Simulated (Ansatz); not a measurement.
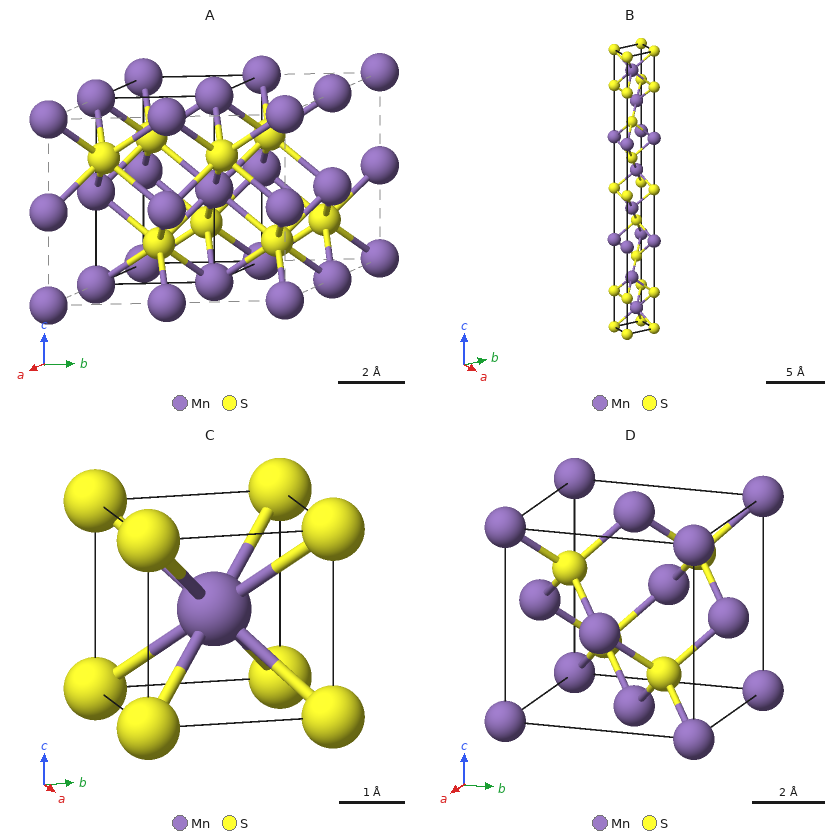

Four structures of MnS, each relaxed to rest (conventional cells in solid outline, small ones repeated, each panel with its own scale). Method: DFT PBE, scalar-relativistic, plane waves, PAW in Ansatz 0.2.0, with collinear spins.

Question: Name the structure in each panel.

Answer: A: nickel arsenide (NiAs) type, P6_3/mmc; B: 16 atoms a cell on a primitive hexagonal lattice, P-3m1; C: caesium chloride (CsCl, B2) type, Pm-3m; D: zinc blende (sphalerite type), F-43m.

Question: Rank them by energy, lowest first.

Answer: D, then A (+19 meV/atom), B (+83 meV/atom) and C (+395 meV/atom), energies at zero smearing.

Question: Collect the results in a table.

Answer:
| panel | structure | E − E(lowest) (meV/atom) | volume (Å³/atom) | gap (eV) |
| --- | --- | --- | --- | --- |
| D | F-43m | 0 | 22.5 | metal |
| A | P6_3/mmc | 19 | 16.2 | metal |
| B | P-3m1 | 83 | 16.7 | metal |
| C | Pm-3m | 395 | 13.4 | metal |

Some of these may be structure types tried for this composition rather than known phases, and the most stable form need not be among them. Gaps are taken on the k-mesh or band path of each run.
